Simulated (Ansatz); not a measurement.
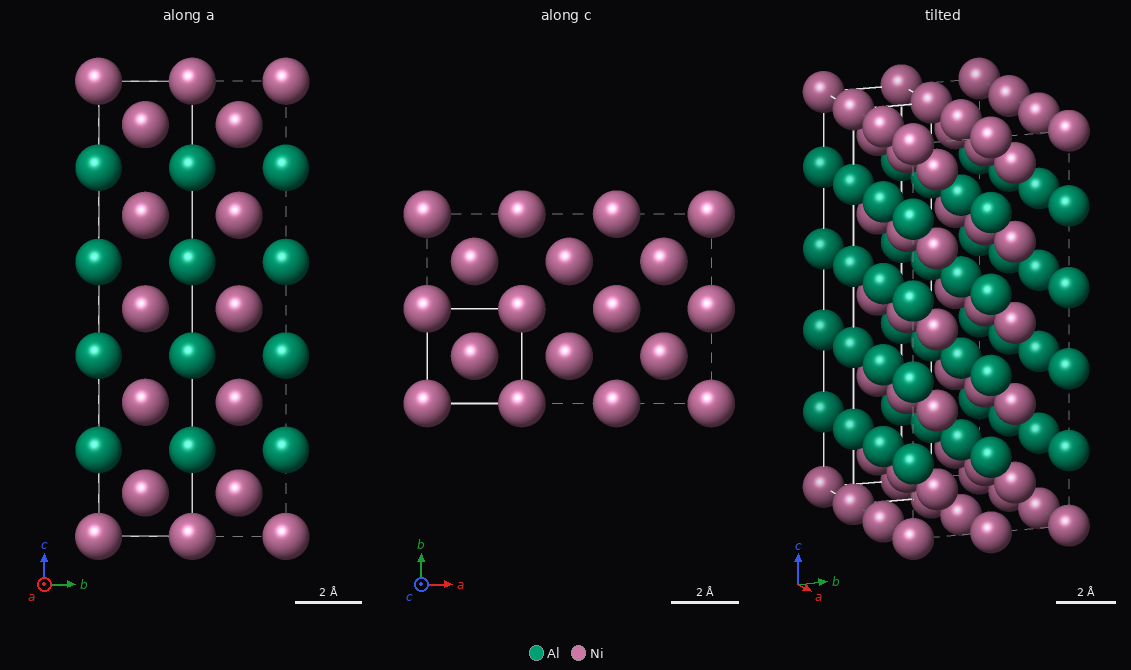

Structure drawing (spheres-only), viewed along the a axis, along the c axis and slightly off an axis. A block of 3×2×1 cells is shown, with one conventional unit cell in solid outline.

- The structure is one of Al₂Ni₃.
- It belongs to space group P4/mmm (No. 123) and has a primitive tetragonal lattice.
- The cell holds 10 atoms (4 Al, 6 Ni), Z = 2.

Provenance: a structure listed in the Materials Project. Earlier steps of the study may have refined or changed the cell and positions. It was the input of a calculation with Ansatz.
